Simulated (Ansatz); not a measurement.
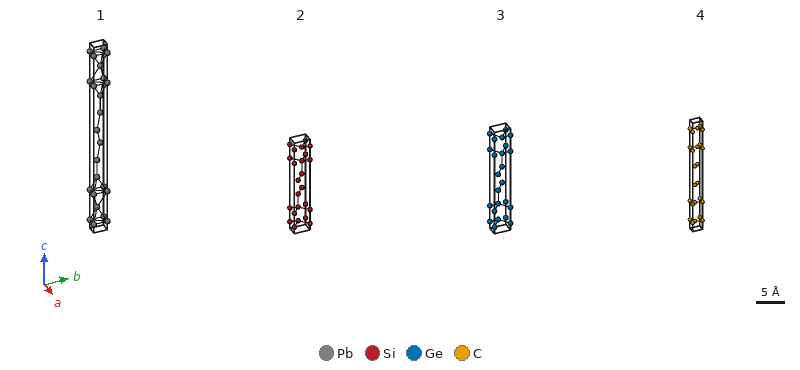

One structure type (space group R-3m for the parent) with different elements on its sites, each relaxed in cell and atoms to zero pressure (within 0.1 GPa). A ball-and-stick model of the conventional cell (3 times the calculation's cell), seen slightly off an axis. Lengths and directions refer to the drawn axes.

Theory: DFT LDA, scalar-relativistic, plane waves, PAW (Ansatz). Settings: plane-wave cutoff 420 eV; occupations gaussian; no spin polarisation. The k-mesh is chosen for each cell (12×12×12, 18×18×18). Smearing widths differ between the runs.

### Give the formulas, and rank the crystals by volume per atom, smallest first.

4 = C (8.9 Å³), 2 = Si (18.9 Å³), 3 = Ge (22.1 Å³), 1 = Pb (29.5 Å³).
